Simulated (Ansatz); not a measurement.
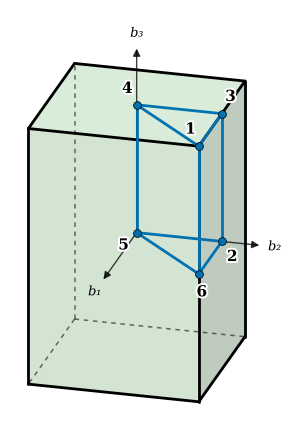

The first Brillouin zone of a primitive tetragonal lattice (tP; extended symbol tP1) is drawn with its special points numbered. Crystal: TiO2, the geometry relaxed with DFT PBE, scalar-relativistic, plane waves, PAW (Ansatz 0.2.0). Geometry calculated from the standardised cell; symmetry tolerance 0.002 Å.

a = 4.643 Å, b = 4.643 Å, c = 2.964 Å, α = 90.00°, β = 90.00°, γ = 90.00°.

Labels and path follow the convention of Hinuma et al. (2017), as computed by seekpath; the arrows show the directions of the reciprocal primitive vectors b₁, b₂, b₃, in which coordinates are given.

Which special point is each number?

```tsv
no.	label	coordinates
1	A	(1/2, 1/2, 1/2)
2	X	(0, 1/2, 0)
3	R	(0, 1/2, 1/2)
4	Z	(0, 0, 1/2)
5	Γ	(0, 0, 0)
6	M	(1/2, 1/2, 0)
```
